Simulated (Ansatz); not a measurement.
**SiW3: density, localisation and related maps**

Input

```
crystal:
  lattice:
    - [-2.5771952861, 2.5771952861, 2.5771952861]
    - [2.5771952861, -2.5771952861, 2.5771952861]
    - [2.5771952861, 2.5771952861, -2.5771952861]
  atoms:
    - { symbol: Si, position: [0.0, 0.0, 0.0] }
    - { symbol: W, position: [0.5194009357, 0.5194009357, 0.0] }
    - { symbol: W, position: [0.5, 0.0, 0.5] }
    - { symbol: W, position: [0.0, 0.5, 0.5] }
basis:
  ecutwfc: 420
kpoints:
  mp_grid: { grid: [14, 14, 14] }
hamiltonian:
  xc: pbesol
scf:
  occupations: { method: gaussian, width: 0.15 }
output:
  forces: true
  stress: true
  eigenvalues: true
  write_density: true
  write_potential: true
  elf: true
  volumetric_format: npy
```

Command:

```sh
ansatz run input.yaml --threads 1 --pin off --max-ram 2560MiB --backend cpu --events-out ev --progress --plain --runs-dir out
```

Below, planes, directions and counts refer to the conventional cell (a = 5.15 Å, b = 5.15 Å, c = 5.15 Å, α = 90.00°, β = 90.00°, γ = 90.00°).

Space group I4mm; a structure from a database of computed crystals, not necessarily the ambient phase; changed on purpose from its base cell (atom 2 (W) moved -0.100 A towards its neighbour atom 1 (Si) at 2.577 A); not relaxed (largest force 0.9 eV/Å).

All numbers below come from DFT PBEsol, scalar-relativistic, plane waves, PAW (Ansatz 0.2.0).

The density is the valence pseudo-density of a PAW calculation; it isn't the true density close to the nuclei.

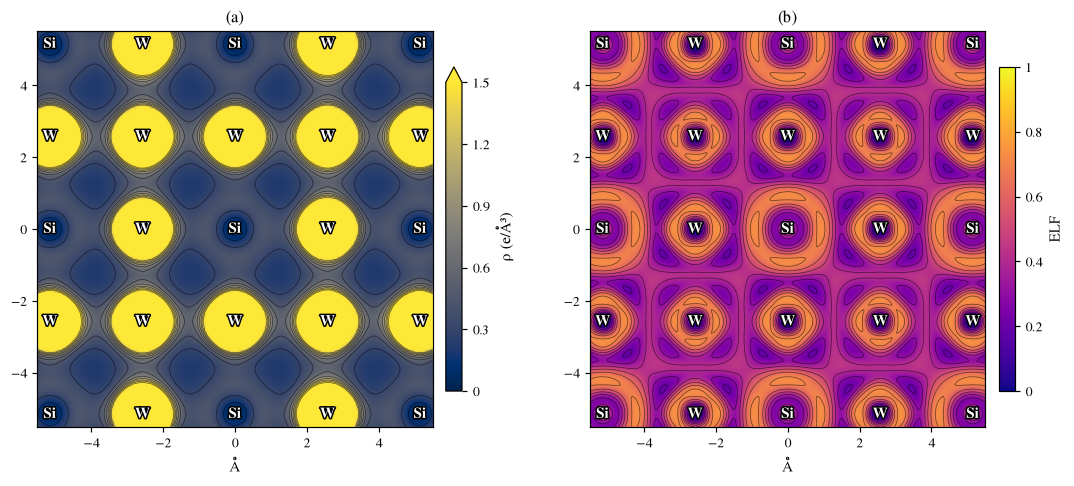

Figure 1. (a) valence charge density (pseudo); (b) ELF on the (001) plane of the conventional cell.

### Interpret the plot.

Atoms in the plane: Si and W. W–W (2.58 Å): ρ is about 0.57 e/Å³ halfway; the ELF is about 0.40 at the midpoint. Si–W (2.58 Å): ρ at the midpoint is about 0.42 e/Å³; the ELF peaks at about 0.75 in the valence shell of Si, 0.9 Å from its nucleus, and is about 0.45 at the midpoint. Between the atoms the lowest density in this plane is 0.2 e/Å³. The features right at W lie inside the PAW spheres, where the map follows smoothed inner orbitals and isn't to be read closely.

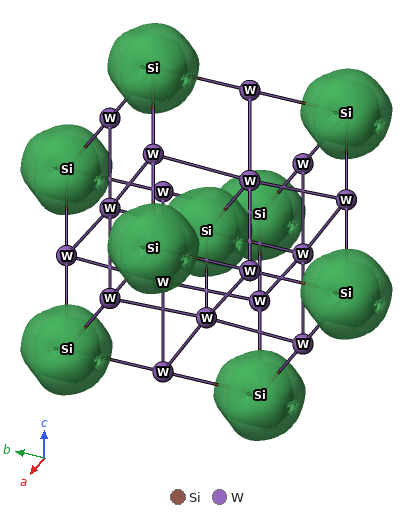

Figure 2. Isosurface of the electron localisation function at 0.65 (green), seen at an oblique angle. Only the valence region is drawn (cores and ρ < 0.01 e/Å³ removed). Sticks mark near contacts.

### Where are the electrons localised?

The surface consists of two regions wrapped around Si (the valence shell of each), counted in one cell of 8 atoms. Any copies at cell faces, edges or corners count once. Profiles from the grid: Si–W (2.48 Å): the ELF peaks at about 0.75 in the valence shell of Si, 0.9 Å from its nucleus, and is about 0.50 at the midpoint.

### Does the calculation make it a metal, or give it a gap?

It is metallic or semimetallic at this level of theory: no gap opens.
